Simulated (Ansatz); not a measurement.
Here is a crystal structure:

Space group C2/m (No. 12). a = 3.125 Å, b = 4.547 Å, c = 2.605 Å, α = 90.00°, β = 119.78°, γ = 90.00°
```tsv
atom	site	symmetry	x	y	z
Au	2a	2/m	0.0000	0.0000	0.0000
```

> Describe what this structure looks like.

The element is gold. Space group C2/m (No. 12), lattice base-centred monoclinic. The cell holds two atoms.

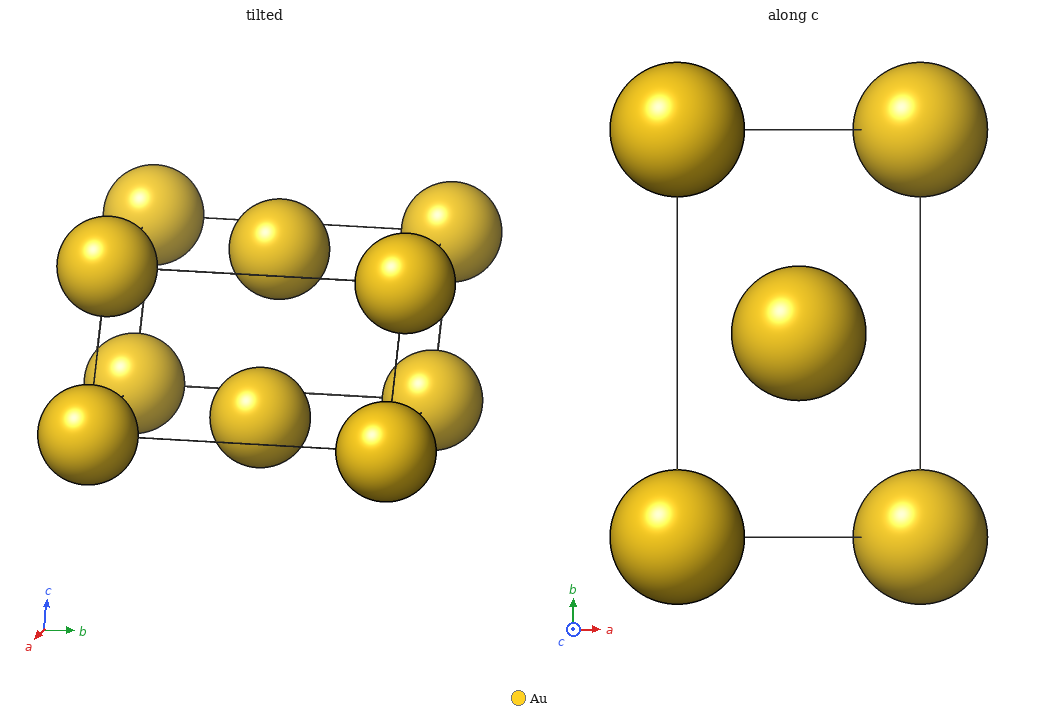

Spheres-only representation of a periodic structure, projected slightly off an axis and along the c axis. Thin lines show the conventional unit cell, with boundary atoms drawn in all their periodic places. Colours: gold yellow.

Origin of the cell: a structure listed in the Materials Project. The cell was then strained or its atoms displaced on purpose. A calculation with Ansatz used it as input.

At this level of theory the cell isn't at rest (compressed, at 16 GPa), so its distances can differ from those at equilibrium, the more so the softer the solid.
